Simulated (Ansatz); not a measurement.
**Run report: Cu, geometry relaxation (part 1 of 2)**

Cu (1 atom in the cell), computed with DFT PBE, scalar-relativistic, plane waves, PAW, no spin polarisation (Ansatz 0.2.0).

The structure derives from a Materials Project entry.

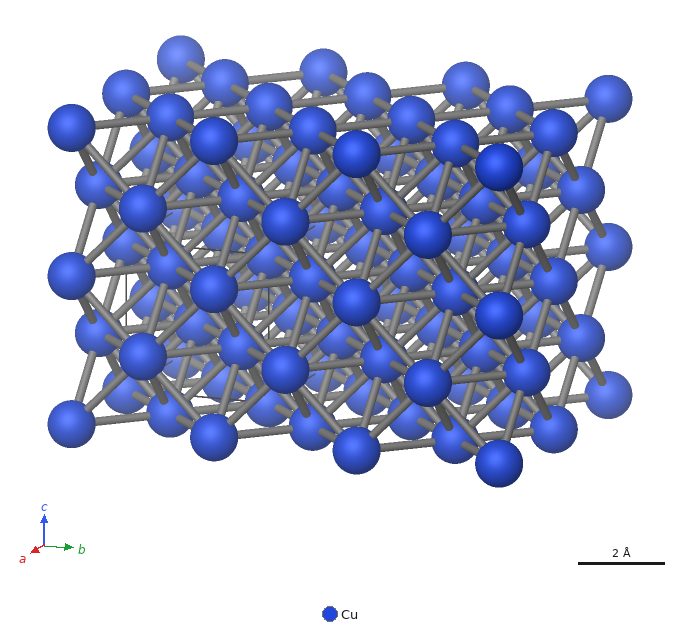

The structure as given in the input (ball-and-stick view of the cell 4 times as large as that of the calculation, set on its symmetry axes, repeated 2 × 3 × 2, seen slightly off an axis).

Summary:

```csv
quantity,value
outcome,converged
space group (tolerance 0.01 Å),Fm-3m (225)
electrons treated,19
free energy,−6625.1758 eV
Fermi energy,16.482 eV
gap on the k-point mesh,none (metallic)
pressure,0.00 GPa
final volume,11.96 Å³
largest force (length of the vector) at the end,under 0.001 eV/Å
final cell,"a = 2.567 Å, b = 2.567 Å, c = 2.567 Å, α = 60.00°, β = 60.00°, γ = 60.00°"
hardware,"4 threads of Intel Xeon @ 2.70GHz, 189 GiB of memory available, shared host"
wall time,6.5 s (CPU time 21 s)
peak memory,0.38 GiB
```

The input:
```yaml
crystal:
  lattice:
    - [0.0, 1.78871534, 1.78871534]
    - [1.78871534, 0.0, 1.78871534]
    - [1.78871534, 1.78871534, 0.0]
  atoms:
    - { symbol: Cu, position: [0.0, 0.0, 0.0] }
basis:
  ecutwfc: 420
kpoints:
  mp_grid: { grid: [20, 20, 20] }
hamiltonian:
  xc: pbe
scf:
  occupations: { method: gaussian, width: 0.1 }
output:
  forces: true
  stress: true
  eigenvalues: true
  write_density: true
  write_potential: true
  elf: true
  volumetric_format: npy
relax:
  adjacent_minimum: "off"
  f_tol: 0.005
  max_steps: 80
  cell: { stress_tol: 0.05 }
```

Run as:
```bash
ansatz run input.yaml --threads 4 --pin off --max-ram 8192MiB --backend cpu --events-out ev --progress --plain --runs-dir out
```

What the program printed:
```
Engine: ansatz 0.2.0, x86_64-unknown-linux-gnu
Pseudopotentials: kind: paw
Pseudopotential: Cu, paw, valence charge 19, recommended cutoff 420 eV (normal), Cu.paw.azcp
Functional definition: PBE
  parameter kappa = 0.804
  parameter beta = 0.06672455060314922
  exchange = pbe_x(kappa = kappa, mu = beta*pi^2/3)
  correlation = pbe_c(beta = beta)
Crystal: 1 atoms, lattice volume = 11.446 Å³
Basis set: ecut = 420 eV, 229 PW (Γ), exchange–correlation on 36×36×36 points (8 copies of the dense FFT grid, shifted against one another)
Bands: 14, of which v1, the nominal top of the filled ones, is band 10 counted from 1 (9 counted from 0)
Symmetry: 48 space group operations
Space group: Fm-3m (ITA 225), of the structure as read, at distance tolerance 2.3e-5 Å
k-points: 256 of 8000
Non-local potential: Cu, projectors of the file, l = 0: 3, l = 1: 2, l = 2: 3, l = 3: 1
PAW form: soft (Blöchl's): semilocal exchange-correlation on the pseudo side does not see the compensation charge
PAW one-centre angular grid: Cu, 590 points (default); XC on 64 Gauss nodes
Initial density: superposition of atomic densities (neutral atoms: chi_scale 0, normalization atom), corrected by the library's trained network
Initial wavefunctions: pseudopotential atomic-orbital guess
Functional: x = pbe(κ = 0.804, μ = 0.2195149727645171), c = pbe(β = 0.06672455060314922)
SCF iter   1: F=—  HF=-6625.165290 eV  |F-HF|=—  |Δ(HF+E_count)|=         —  Δρ=1.28e-3  dr2=9.37e-5  ethr=1.77e-3  ⟨swp⟩=5.3  Hψ=17900  notcnv=0
preconditioner: auto → none  [metal: Δε(μ)=0.060 eV  Ē_g=17.412 eV  σ=0.100 eV  W_gap=0.31  n_scr=0 (ndim 8)  ℏωp=36.4 eV  f_vac=0.000  D(μ)=0.26/eV (n_scr^D=0)]
SCF iter   2: F=—  HF=-6625.165400 eV  |F-HF|=—  |Δ(HF+E_count)|=   1.10e-4  Δρ=3.94e-4  dr2=4.61e-6  ethr=4.93e-7  ⟨swp⟩=2.3  Hψ=7684  notcnv=0
SCF iter   3: F=—  HF=-6625.165413 eV  |F-HF|=—  |Δ(HF+E_count)|=   1.29e-5  Δρ=1.51e-4  dr2=9.10e-7  ethr=2.43e-8  ⟨swp⟩=2.5  Hψ=4988  notcnv=0
iter 4 did not close the SCF: its close was put off for the readings that it lacked (scf_convergence_deferred on its scf_iter line)
SCF iter   4: F=-6625.165415 eV  HF=-6625.165415 eV  |F-HF|=3.65e-9  |Δ(HF+E_count)|=   1.61e-6  Δρ=1.27e-5  dr2=5.63e-9  ethr=4.79e-9  ⟨swp⟩=2.1  Hψ=4710  notcnv=0
iter 5 did not close the SCF: its close was put off for the readings that it lacked (scf_convergence_deferred on its scf_iter line)
SCF iter   5: F=-6625.165415 eV  HF=-6625.165415 eV  |F-HF|=1.93e-10  |Δ(HF+E_count)|=   5.94e-9  Δρ=1.80e-6  dr2=7.35e-11  ethr=2.96e-11  ⟨swp⟩=2.0  Hψ=5678  notcnv=0
SCF iter   6: F=-6625.165415 eV  HF=-6625.165415 eV  |F-HF|=4.55e-12  |Δ(HF+E_count)|=  2.24e-10  Δρ=1.54e-7  dr2=1.14e-12  ethr=1.00e-12  ⟨swp⟩=4.6  Hψ=16267  notcnv=0
SCF 1 converged in 6 iterations: F = -6625.165415 eV  dr2 = 1.14e-12
  greatest PAW one-centre occupation: 1.000 electrons in one spin orbital (limit 2), on the Cu atom at site 0 (counted from 0), in its partial waves of l = 0
relax step   1: F+E_penalty+E_count = -6625.16541482 eV  Δ(F+E_penalty+E_count) = +0.000e0 eV  max|allowed force component| = 0.000e0 eV/Å  Δτ_max = 0.0000 Å  P = +6.849 GPa  Ω = 11.446 Å³  (6 SCF iters, accepted)
Crystal: 1 atoms, lattice volume = 11.685 Å³
Basis set: ecut = 420 eV, 259 PW (Γ), exchange–correlation on 36×36×36 points (8 copies of the dense FFT grid, shifted against one another)
Initial density: handed on by an earlier stage of this run
Initial wavefunctions: those handed on with the density
iter 1 solved again at ethr=2.38e-5 eV; its pass at ethr=3.10e-3 eV (dr2=4.51e-3 eV) is discarded
SCF iter   1: F=—  HF=-6625.173834 eV  |F-HF|=—  |Δ(HF+E_count)|=         —  Δρ=7.79e-3  dr2=4.55e-3  ethr=2.38e-5  ⟨swp⟩=1.1  Hψ=23060  notcnv=0
preconditioner: auto → none  [metal: Δε(μ)=0.067 eV  Ē_g=17.219 eV  σ=0.100 eV  W_gap=0.34  n_scr=0 (ndim 8)  ℏωp=36.0 eV  f_vac=0.000  D(μ)=0.26/eV (n_scr^D=0)]
SCF iter   2: F=—  HF=-6625.172879 eV  |F-HF|=—  |Δ(HF+E_count)|=   9.56e-4  Δρ=6.19e-4  dr2=2.41e-5  ethr=2.38e-5  ⟨swp⟩=2.2  Hψ=4941  notcnv=0
SCF iter   3: F=—  HF=-6625.172838 eV  |F-HF|=—  |Δ(HF+E_count)|=   4.08e-5  Δρ=4.32e-4  dr2=1.84e-5  ethr=1.27e-7  ⟨swp⟩=2.3  Hψ=5858  notcnv=0
SCF iter   4: F=—  HF=-6625.172832 eV  |F-HF|=—  |Δ(HF+E_count)|=   5.94e-6  Δρ=4.97e-5  dr2=7.08e-8  ethr=9.71e-8  ⟨swp⟩=2.4  Hψ=5041  notcnv=0
iter 5 did not close the SCF: its close was put off for the readings that it lacked (scf_convergence_deferred on its scf_iter line)
SCF iter   5: F=-6625.172832 eV  HF=-6625.172832 eV  |F-HF|=2.36e-11  |Δ(HF+E_count)|=   2.55e-7  Δρ=2.43e-6  dr2=2.90e-10  ethr=3.73e-10  ⟨swp⟩=2.0  Hψ=6032  notcnv=0
SCF iter   6: F=-6625.172832 eV  HF=-6625.172832 eV  |F-HF|=9.09e-13  |Δ(HF+E_count)|=  3.64e-12  Δρ=2.59e-7  dr2=4.94e-12  ethr=1.53e-12  ⟨swp⟩=4.0  Hψ=16201  notcnv=0
SCF 2 converged in 6 iterations: F = -6625.172832 eV  dr2 = 4.94e-12
relax step   2: F+E_penalty+E_count = -6625.17283220 eV  Δ(F+E_penalty+E_count) = -7.417e-3 eV  max|allowed force component| = 0.000e0 eV/Å  Δτ_max = 0.0000 Å  P = +3.450 GPa  Ω = 11.685 Å³  energy of the carried Pulay correction = -2.018e-4 eV  (6 SCF iters, dr2 threshold 1.00e-7 eV, accepted)
Crystal: 1 atoms, lattice volume = 11.937 Å³
iter 1 solved again at ethr=2.63e-5 eV; its pass at ethr=3.10e-3 eV (dr2=5.00e-3 eV) is discarded
SCF iter   1: F=—  HF=-6625.176605 eV  |F-HF|=—  |Δ(HF+E_count)|=         —  Δρ=8.12e-3  dr2=5.06e-3  ethr=2.63e-5  ⟨swp⟩=1.0  Hψ=23285  notcnv=0
preconditioner: auto → none  [metal: Δε(μ)=0.065 eV  Ē_g=16.967 eV  σ=0.100 eV  W_gap=0.35  n_scr=0 (ndim 8)  ℏωp=35.6 eV  f_vac=0.000  D(μ)=0.27/eV (n_scr^D=0)]
SCF iter   2: F=—  HF=-6625.175556 eV  |F-HF|=—  |Δ(HF+E_count)|=   1.05e-3  Δρ=6.31e-4  dr2=2.77e-5  ethr=2.63e-5  ⟨swp⟩=2.2  Hψ=4927  notcnv=0
SCF iter   3: F=—  HF=-6625.175509 eV  |F-HF|=—  |Δ(HF+E_count)|=   4.69e-5  Δρ=4.49e-4  dr2=2.05e-5  ethr=1.46e-7  ⟨swp⟩=2.4  Hψ=5915  notcnv=0
SCF iter   4: F=—  HF=-6625.175503 eV  |F-HF|=—  |Δ(HF+E_count)|=   6.58e-6  Δρ=4.68e-5  dr2=6.67e-8  ethr=1.08e-7  ⟨swp⟩=2.4  Hψ=5054  notcnv=0
iter 5 did not close the SCF: its close was put off for the readings that it lacked (scf_convergence_deferred on its scf_iter line)
SCF iter   5: F=-6625.175503 eV  HF=-6625.175503 eV  |F-HF|=2.16e-10  |Δ(HF+E_count)|=   2.31e-7  Δρ=2.62e-6  dr2=2.78e-10  ethr=3.51e-10  ⟨swp⟩=2.0  Hψ=6031  notcnv=0
SCF iter   6: F=-6625.175503 eV  HF=-6625.175503 eV  |F-HF|=1.82e-12  |Δ(HF+E_count)|=  2.91e-11  Δρ=2.44e-7  dr2=4.14e-12  ethr=1.46e-12  ⟨swp⟩=4.0  Hψ=16662  notcnv=0
SCF 3 converged in 6 iterations: F = -6625.175503 eV  dr2 = 4.14e-12
relax step   3: F+E_penalty+E_count = -6625.17550296 eV  Δ(F+E_penalty+E_count) = -2.671e-3 eV  max|allowed force component| = 0.000e0 eV/Å  Δτ_max = 0.0000 Å  P = +0.271 GPa  Ω = 11.937 Å³  energy of the carried Pulay correction = -4.108e-4 eV  (6 SCF iters, dr2 threshold 1.00e-7 eV, accepted)
Crystal: 1 atoms, lattice volume = 11.961 Å³
iter 1 solved again at ethr=2.23e-7 eV; its pass at ethr=3.10e-3 eV (dr2=4.23e-5 eV) is discarded
SCF iter   1: F=—  HF=-6625.175513 eV  |F-HF|=—  |Δ(HF+E_count)|=         —  Δρ=7.40e-4  dr2=4.20e-5  ethr=2.23e-7  ⟨swp⟩=2.2  Hψ=22112  notcnv=0
preconditioner: auto → none  [metal: Δε(μ)=0.064 eV  Ē_g=16.901 eV  σ=0.100 eV  W_gap=0.33  n_scr=0 (ndim 8)  ℏωp=35.6 eV  f_vac=0.000  D(μ)=0.27/eV (n_scr^D=0)]
SCF iter   2: F=—  HF=-6625.175504 eV  |F-HF|=—  |Δ(HF+E_count)|=   9.58e-6  Δρ=5.69e-5  dr2=2.55e-7  ethr=2.21e-7  ⟨swp⟩=2.2  Hψ=4893  notcnv=0
SCF iter   3: F=—  HF=-6625.175503 eV  |F-HF|=—  |Δ(HF+E_count)|=   3.33e-7  Δρ=4.05e-5  dr2=1.66e-7  ethr=1.34e-9  ⟨swp⟩=2.5  Hψ=5710  notcnv=0
iter 4 did not close the SCF: its close was put off for the readings that it lacked (scf_convergence_deferred on its scf_iter line)
SCF iter   4: F=-6625.175503 eV  HF=-6625.175503 eV  |F-HF|=1.04e-9  |Δ(HF+E_count)|=   4.60e-8  Δρ=4.02e-6  dr2=5.12e-10  ethr=8.72e-10  ⟨swp⟩=2.3  Hψ=5057  notcnv=0
iter 5 did not close the SCF: its close was put off for the readings that it lacked (scf_convergence_deferred on its scf_iter line)
SCF iter   5: F=-6625.175503 eV  HF=-6625.175503 eV  |F-HF|=7.28e-12  |Δ(HF+E_count)|=   1.68e-9  Δρ=3.19e-7  dr2=3.98e-12  ethr=2.69e-12  ⟨swp⟩=2.0  Hψ=6031  notcnv=0
SCF iter   6: F=-6625.175503 eV  HF=-6625.175503 eV  |F-HF|=1.82e-12  |Δ(HF+E_count)|=  1.82e-12  Δρ=1.96e-8  dr2=2.57e-14  ethr=1.00e-12  ⟨swp⟩=3.7  Hψ=13590  notcnv=0
SCF 4 converged in 6 iterations: F = -6625.175503 eV  dr2 = 2.57e-14
relax step   4: F+E_penalty+E_count = -6625.17550337 eV  Δ(F+E_penalty+E_count) = -4.086e-7 eV  max|allowed force component| = 0.000e0 eV/Å  Δτ_max = 0.0000 Å  P = -0.003 GPa  Ω = 11.961 Å³  energy of the carried Pulay correction = -4.299e-4 eV  (6 SCF iters, accepted)
Initial wavefunctions: pseudopotential atomic-orbital guess (no wavefunctions were taken with the density)
iter 1 solved again at ethr=1.35e-8 eV; its pass at ethr=3.10e-3 eV (dr2=2.56e-6 eV) is discarded
SCF iter   1: F=—  HF=-6625.175518 eV  |F-HF|=—  |Δ(HF+E_count)|=         —  Δρ=9.86e-4  dr2=2.56e-6  ethr=1.35e-8  ⟨swp⟩=3.0  Hψ=28476  notcnv=0
preconditioner: auto → none  [metal: Δε(μ)=0.064 eV  Ē_g=16.896 eV  σ=0.100 eV  W_gap=0.33  n_scr=0 (ndim 8)  ℏωp=35.6 eV  f_vac=0.000  D(μ)=0.27/eV (n_scr^D=0)]
SCF iter   2: F=—  HF=-6625.175764 eV  |F-HF|=—  |Δ(HF+E_count)|=   2.46e-4  Δρ=4.93e-4  dr2=7.11e-7  ethr=1.34e-8  ⟨swp⟩=1.0  Hψ=3614  notcnv=0
SCF iter   3: F=—  HF=-6625.175844 eV  |F-HF|=—  |Δ(HF+E_count)|=   8.05e-5  Δρ=4.82e-5  dr2=6.07e-8  ethr=3.74e-9  ⟨swp⟩=1.0  Hψ=3591  notcnv=0
SCF iter   4: F=—  HF=-6625.175845 eV  |F-HF|=—  |Δ(HF+E_count)|=   4.34e-7  Δρ=5.04e-6  dr2=2.46e-10  ethr=3.19e-10  ⟨swp⟩=2.0  Hψ=4890  notcnv=0
iter 5 did not close the SCF: its close was put off for the readings that it lacked (scf_convergence_deferred on its scf_iter line)
SCF iter   5: F=-6625.175845 eV  HF=-6625.175845 eV  |F-HF|=9.09e-12  |Δ(HF+E_count)|=   7.25e-9  Δρ=3.27e-7  dr2=6.22e-12  ethr=1.30e-12  ⟨swp⟩=2.1  Hψ=5092  notcnv=0
SCF iter   6: F=-6625.175845 eV  HF=-6625.175845 eV  |F-HF|=1.82e-12  |Δ(HF+E_count)|=  1.18e-11  Δρ=2.55e-8  dr2=1.19e-14  ethr=1.00e-12  ⟨swp⟩=3.5  Hψ=13583  notcnv=0
SCF 5 converged in 6 iterations: F = -6625.175845 eV  dr2 = 1.19e-14
relax step   5: F+E_penalty+E_count = -6625.17584459 eV  Δ(F+E_penalty+E_count) = -3.412e-4 eV  max|allowed force component| = 0.000e0 eV/Å  Δτ_max = 0.0000 Å  P = -0.053 GPa  Ω = 11.961 Å³  stress off target by 5.26e-2 GPa  SCF on the basis re-selected at this cell (its energy is not comparable with the rows above)  (6 SCF iters)
basis re-selected at this cell: Δ(F+E_penalty+E_count) = -3.412e-4 eV, ΔP = -0.050 GPa vs the last step (what re-selecting the basis moved, of the pressure what is left beyond the Pulay correction that the steps carried, after the strain that the cell walked since its last selection, with what the two solves' SCF thresholds leave and, on support functions, any second-order correction that the steps lacked; it is no measure of the basis error at this ecutwfc). This SCF's stress stands 5.26e-2 GPa from its target on what of the cell is left free (relax.cell.stress_tol is 5.00e-2 GPa) and its largest allowed force component is 0.00e0 eV/Å (relax.f_tol is 5.00e-3 eV/Å): not within both, so this SCF does not close the relaxation
Crystal: 1 atoms, lattice volume = 11.956 Å³
iter 1 solved again at ethr=8.03e-9 eV; its pass at ethr=3.10e-3 eV (dr2=1.52e-6 eV) is discarded
```
